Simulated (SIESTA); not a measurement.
System: Si, space group I4/mmm (No. 139).

Structure:
```xyz
1
Lattice="-1.6269 1.6269 1.3203 1.6269 -1.6269 1.3203 1.6269 1.6269 -1.3203" Properties=species:S:1:pos:R:3 pbc="T T T"
Si    0.0000    0.0000    0.0000
```

Computed with SIESTA 5.4.2: DFT in numerical atomic orbitals with pseudopotentials, no spin polarisation; energies at scaled volumes of the given cell, shape and fractions fixed, counted from the fit's minimum, third-order Birch-Murnaghan fit. Level: PBEsol.

- k mesh: 13×13×13
- occupations: Fermi–Dirac
- smearing width: 0.05 eV
- potentials: PseudoDojo 0.4 standard, converted to PSML, two zetas on semicore shells
- program settings: basis DZP, mesh cutoff 500 Ry

What does the calculation give for the energy and pressure against volume? The volume takes the values 13.14, 13.42, 13.70, 13.98, 14.26, 14.54, 14.82 Å³/atom.

A third-order Birch–Murnaghan fit gives V0 = 14.23 Å³/atom, B0 = 94.7 GPa and B′ = 4.7. The energy is 28.96 meV/atom at volume 13.14 Å³/atom and 6.52 meV/atom at 14.82 Å³/atom; the lowest computed point is at volume 14.26 Å³/atom (0.02 meV/atom). The pressure falls from 9.13 GPa at volume 13.14 Å³/atom to −3.35 GPa at 14.82 Å³/atom, and changes sign near 14.23 Å³/atom.

```tsv
volume (Å³/atom)	energy (meV/atom)	pressure (GPa)
13.14	28.96	9.13
13.42	15.48	6.42
13.70	6.39	4.05
13.98	1.35	1.78
14.26	0.02	-0.19
14.54	1.90	-1.90
14.82	6.52	-3.35
```

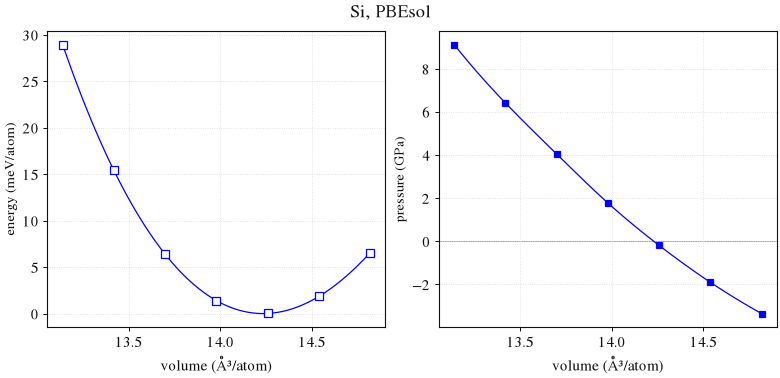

Note: mulliken charges of long orbitals; shape and atomic fractions are frozen while scaling, which makes layered, chain and framework solids too stiff.
